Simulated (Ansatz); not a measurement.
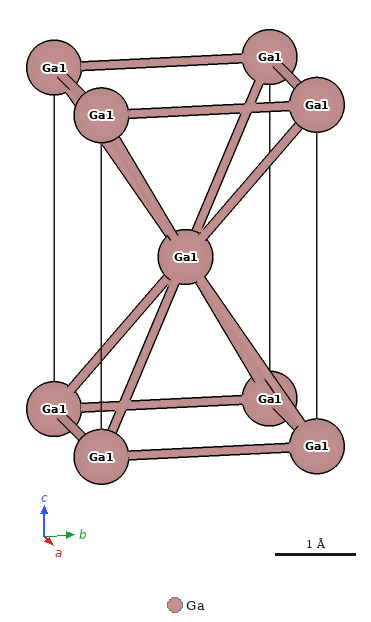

Fig. 1: The structure as given in the input (ball-and-stick view of the cell 2 times as large as that of the calculation, set on its symmetry axes, seen slightly off an axis; atoms are numbered from 1 in the order of the input). Near neighbours in the crystal (not all of them lie inside the picture): Ga has 12 Ga at 2.78 to 2.96 Å.

## Run report: Ga, field-gradient calculation

Ga (I4/mmm, 1 atom in the cell), computed with DFT, PBE, PAW with Ansatz's default frozen-core files, scalar-relativistic, no spin polarisation (Ansatz 0.2.0).

The structure derives from an entry of the Crystallography Open Database. Its volume is 0.97 times that of the source entry. It belongs to a series of runs on one base structure; here: volume scaled by 0.975, PAW files. Figures and captions count atoms from 1; the log counts them from 0 in places.

## The program's output
```
Warning: crystal.symmetry: narrowed to the stabiliser of the k-point mesh — unitary ops 16 → 4; excluded 12 operations that carry a point of the 14×14×16 mesh (shift [0, 0, 0]) off the mesh (the run samples exactly the mesh kpoints.mp_grid names, as under crystal.symmetry.detect: false, and its converged state has the mesh's symmetry, not the crystal's; ε∞, the Born charges and the force constants of a linear response (`dielectric:` by the response, `phonons.method: dfpt`) are averaged over those of the crystal's operations that the state keeps within a tolerance, where `mesh_tensors`, `unaveraged_element` or `gamma_mean_max_change_ev_ang2` stands beside them; a row that `dielectric.field_direction` solves alone is averaged likewise, with nothing beside; a Γ-centred mesh of equal divisions is mapped onto itself by every operation and keeps the whole group, as does a half-shifted one under kpoints.further_shifts: images)
Engine: ansatz 0.2.0, aarch64-unknown-linux-gnu
Pseudopotentials: kind: paw
Pseudopotential: Ga, paw, valence charge 13, recommended cutoff 420 eV (normal), Ga.paw.azcp
Functional definition: PBE
  parameter kappa = 0.804
  parameter beta = 0.06672455060314922
  exchange = pbe_x(kappa = kappa, mu = beta*pi^2/3)
  correlation = pbe_c(beta = beta)
Crystal: 1 atoms, lattice volume = 17.136 Å³
Basis set: ecut = 420 eV, 339 PW (Γ), exchange–correlation on 40×40×40 points (8 copies of the dense FFT grid, shifted against one another)
Bands: 11, of which v1, the nominal top of the filled ones, is band 7 counted from 1 (6 counted from 0)
Symmetry: 4 space group operations
k-points: 849 of 3136
Non-local potential: Ga, projectors of the file, l = 0: 2, l = 1: 2, l = 2: 3, l = 3: 1
PAW form: soft (Blöchl's): semilocal exchange-correlation on the pseudo side does not see the compensation charge
PAW one-centre angular grid: Ga, 590 points (default); XC on 64 Gauss nodes
Initial density: superposition of atomic densities (neutral atoms: chi_scale 0, normalization atom), corrected by the library's trained network
Initial wavefunctions: pseudopotential atomic-orbital guess
Functional: x = pbe(κ = 0.804, μ = 0.2195149727645171), c = pbe(β = 0.06672455060314922)
SCF iter   1: F=—  HF=-3782.969987 eV  |F-HF|=—  |Δ(HF+E_count)|=         —  Δρ=9.37e-4  dr2=6.83e-5  ethr=1.77e-3  ⟨swp⟩=5.1  Hψ=55928  notcnv=0
preconditioner: auto → none  [metal: Δε(μ)=0.038 eV  Ē_g=22.227 eV  σ=0.050 eV  W_gap=0.18  n_scr=0 (ndim 8)  ℏωp=32.3 eV  f_vac=0.000  D(μ)=0.32/eV (n_scr^D=0)]
SCF iter   2: F=—  HF=-3782.969894 eV  |F-HF|=—  |Δ(HF+E_count)|=   9.30e-5  Δρ=6.33e-4  dr2=3.29e-5  ethr=5.25e-7  ⟨swp⟩=2.0  Hψ=20990  notcnv=0
SCF iter   3: F=—  HF=-3782.969885 eV  |F-HF|=—  |Δ(HF+E_count)|=   9.00e-6  Δρ=3.24e-4  dr2=7.54e-6  ethr=2.53e-7  ⟨swp⟩=2.0  Hψ=13277  notcnv=0  defer=1
SCF iter   4: F=—  HF=-3782.969902 eV  |F-HF|=—  |Δ(HF+E_count)|=   1.61e-5  Δρ=1.33e-4  dr2=1.70e-6  ethr=5.80e-8  ⟨swp⟩=2.0  Hψ=14555  notcnv=0  defer=1
SCF iter   5: F=—  HF=-3782.969900 eV  |F-HF|=—  |Δ(HF+E_count)|=   1.35e-6  Δρ=4.50e-5  dr2=1.87e-7  ethr=1.31e-8  ⟨swp⟩=2.0  Hψ=13277  notcnv=0  defer=1
SCF iter   6: F=-3782.969900 eV  HF=-3782.969900 eV  |F-HF|=2.17e-8  |Δ(HF+E_count)|=   1.42e-7  Δρ=1.16e-5  dr2=1.19e-8  ethr=7.69e-10  ⟨swp⟩=8.6  Hψ=55886  notcnv=0
SCF 1 converged in 6 iterations: F = -3782.969900 eV  dr2 = 1.19e-8
  greatest PAW one-centre occupation: 0.994 electrons in one spin orbital (limit 2), on the Ga atom at site 0 (counted from 0), in its partial waves of l = 2
```

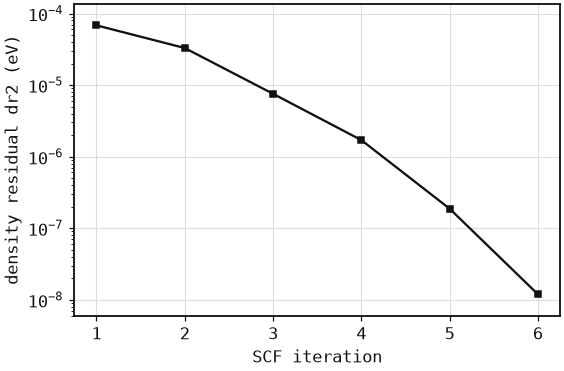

Fig. 2: Convergence of the self-consistent field: density residual dr2 against the SCF iteration. The residual falls at every step.

```
SCF converged after 6 iterations
Free energy (F): -3782.969900 eV
Harris-Foulkes:  -3782.969900 eV  (|F-HF|=2.17e-8)
Internal energy: -3782.967246 eV  (E = F + TS)
E sigma→0 (E₀):  -3782.968573 eV
Entropy (-TS):   -0.002654 eV (-2.654 meV/atom)
Fermi energy:    11.118587 eV
--- Per-component energies (eV) ---
  E_band       = -19.033390
  E_kinetic    = 115.666838
  E_local      = -1713.171351  (includes V_loc(G=0)·N_el)
  E_nonlocal   = 422.342547
  E_hartree    = 810.378127
  E_xc         = -69.952941
  E_vxc        = -58.921281  (∫ρ·V_xc dr)
  E_paw        = -1985.582541  (= ΣΔE_a)
  E_vpaw       = -405.699998  (= ΣTr[D̂ρ^β])
  E_aug_tail   = -0.000127  (compensation charges beyond the density's cutoff)
  E_ewald      = -1362.647797
  E_smearing   = -0.002654  (= −TS)
  E_closure    = 0.000000  (closes the sum)
  Σ components = -3782.969900   (vs F -3782.969900, Δ=0.00e0)
--- Forces (eV/Å), atoms counted from 1 ---
  atom   1  Ga     0.00000000    -0.00000000     0.00000000
  max |Σ_I F_I| component: 7.40e-32 eV/Å
--- Stress (GPa, compression-positive) ---
        6.398787       0.039269       0.103260
        0.039269       6.398787       0.103260
        0.103260       0.103260       5.685725
  P = ⅓ Tr σ = 6.1611 GPa (61.611 kbar)
--- PAW observables at the nuclei: V_zz in 10²¹ V/m², potentials from the cell's mean, atoms counted from 1 ---
  atom   1  Ga V_zz =    +2.193571   η = 0.0452   by run symmetry: allowed
            electrostatic potential = -4134.613283 V   contact ρ = 187442.591312 e/Å³
--- Band table (eV; the first three rows and the last of 849) ---
  k-point 0: bands = ["-4.0003", "-3.8596", "-3.8591", "-3.8338", "-3.6865", "-0.7289", "24.4051", "24.4055", "24.4761", "27.5659", "27.6327"]
  k-point 1: bands = ["-3.9841", "-3.8689", "-3.8521", "-3.8283", "-3.6944", "-0.5744", "23.1836", "23.5093", "23.8807", "25.8411", "29.0336"]
  k-point 2: bands = ["-3.9375", "-3.8952", "-3.8317", "-3.8164", "-3.7170", "-0.1075", "21.3169", "21.8399", "22.7113", "24.0827", "29.6759"]
  k-point 848: bands = ["-4.1536", "-4.0695", "-3.6166", "-3.6078", "-3.6073", "7.2615", "7.2819", "17.7563", "17.7565", "20.9284", "21.8966"]
```

## File rho_z.tsv
```
# z_ang	rho[e/angstrom^3]
# format = ansatz-planar-average/11
# lattice	-1.392201123	1.392201123	2.210268022
# lattice	1.392201123	-1.392201123	2.210268022
# lattice	1.392201123	1.392201123	-2.210268022
# sites	1
# site	31	0.000000000	0.000000000	0.000000000
0.000000	2.038827e0
0.148001	1.866494e0
0.296002	1.449692e0
0.444003	9.945134e-1
0.592004	6.480819e-1
0.740006	4.389398e-1
0.888007	3.281020e-1
1.036008	2.705615e-1
1.184009	2.391302e-1
1.332010	2.226799e-1
1.480011	2.175383e-1
1.628012	2.226799e-1
1.776013	2.391302e-1
1.924015	2.705615e-1
2.072016	3.281020e-1
2.220017	4.389398e-1
2.368018	6.480819e-1
2.516019	9.945134e-1
2.664020	1.449692e0
2.812021	1.866494e0
```

## File v_z.tsv
```
# z_ang	v_es[eV]	v_tot[eV]
# format = ansatz-planar-average/11
# xc	pbe
# density_cutoff_ev	1680
# datasets	Ga=:simpson_from_first_knot:soft
# lattice	-1.392201123	1.392201123	2.210268022
# lattice	1.392201123	-1.392201123	2.210268022
# lattice	1.392201123	1.392201123	-2.210268022
# sites	1
# site	31	0.000000000	0.000000000	0.000000000
0.000000	3.774245e0	-7.817831e0
0.148001	3.856208e0	-7.697134e0
0.296002	4.100941e0	-7.334826e0
0.444003	4.505108e0	-6.736112e0
0.592004	5.061296e0	-5.917939e0
0.740006	5.759906e0	-4.909421e0
0.888007	6.583790e0	-3.767667e0
1.036008	7.488189e0	-2.587973e0
1.184009	8.365400e0	-1.506182e0
1.332010	9.040361e0	-7.020721e-1
1.480011	9.303782e0	-3.930267e-1
1.628012	9.040361e0	-7.020721e-1
1.776013	8.365400e0	-1.506182e0
1.924015	7.488189e0	-2.587973e0
2.072016	6.583790e0	-3.767667e0
2.220017	5.759906e0	-4.909421e0
2.368018	5.061296e0	-5.917939e0
2.516019	4.505108e0	-6.736112e0
2.664020	4.100941e0	-7.334826e0
2.812021	3.856208e0	-7.697134e0
```

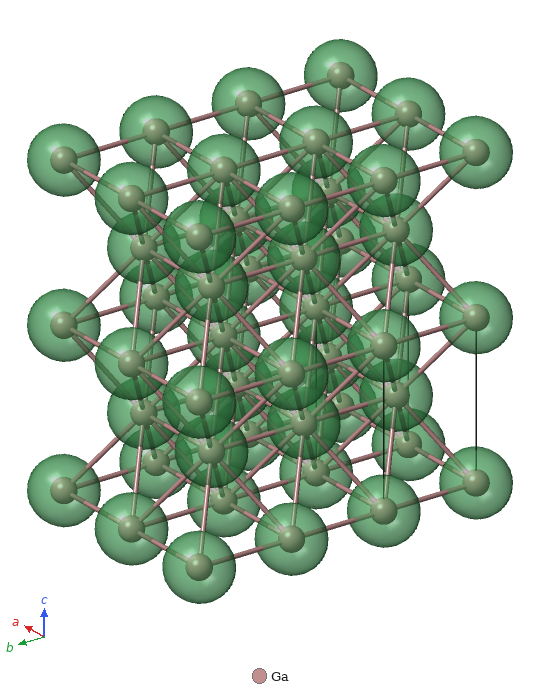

Fig. 3: Isosurface of the valence electron density at 0.5 e/Å³ (green), seen at an oblique angle. Sticks mark near contacts. The outline is the cell set on symmetry axes. At this value the density breaks into separate islands; it holds about 75 % of the electrons treated as valence (semicore included). It is pinched off along the Ga–Ga (2.78 Å) and Ga–Ga (2.96 Å) contacts. On the grid the lowest density along these lines, outside the cores, is 0.23 e/Å³ (Ga–Ga, 2.78 Å) and 0.18 e/Å³ (Ga–Ga, 2.96 Å). The fields are those of the smooth PAW valence density.

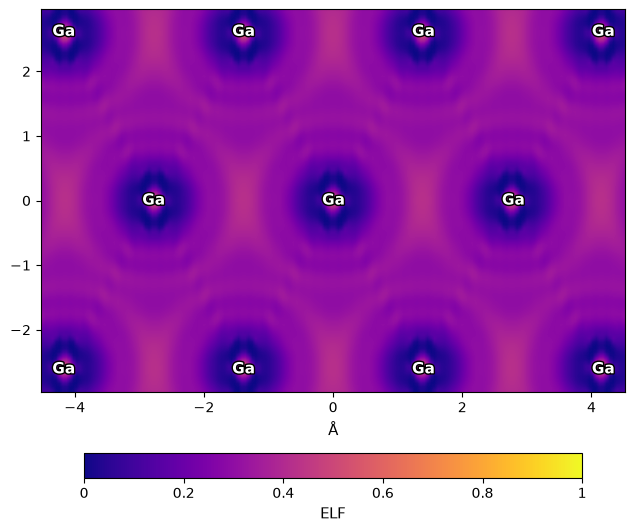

Fig. 4: Electron localisation function on the (101) plane of the conventional cell. Ga–Ga (2.78 Å): the ELF is about 0.40 at the midpoint, as expected for nearly free electrons, as in a simple metal. Ga–Ga (2.96 Å): the ELF is about 0.30 at the midpoint; no localised pair between them. The strong features right at Ga lie inside the PAW spheres (semicore, d or f shells) and say nothing about bonding.

The run was set up as follows.

## The input
```yaml
crystal:
  lattice:
    - [-1.3922011228, 1.3922011228, 2.210268022]
    - [1.3922011228, -1.3922011228, 2.210268022]
    - [1.3922011228, 1.3922011228, -2.210268022]
  atoms:
    - { symbol: Ga, position: [0.0, 0.0, 0.0] }
kpoints:
  mp_grid: { grid: [14, 14, 16] }
scf:
  occupations: { method: fermi_dirac, width: 0.05 }
hamiltonian:
  xc: pbe
  pseudopotentials: { kind: paw }
output:
  forces: true
  stress: true
  eigenvalues: true
  efg: { contact_densities: true }
  write_density: true
  write_potential: true
  elf: true
  volumetric_format: npy
```

Run as:
```bash
ansatz run input.yaml --threads 1 --pin off --max-ram 3072MiB --backend cpu --events-out ev --progress --plain --runs-dir out
```

## Key numbers

```tsv
quantity	value
outcome	converged
space group (tolerance 0.01 Å)	I4/mmm (139)
electrons treated	13
free energy	−3782.9699 eV
Fermi energy	11.119 eV
pressure	6.16 GPa
field gradient V_zz (10²¹ V/m²)	Ga 2.19
largest force (length of the vector)	under 0.001 eV/Å
hardware	1 thread of Arm Neoverse V1, 24 GiB of memory available, shared host
wall time	15 s
peak memory	0.47 GiB
```

## Notes

The program warns: the k-point mesh lowers the symmetry that the run can use. The cell is under a pressure of 6.2 GPa at this level, so it is not at its equilibrium volume.
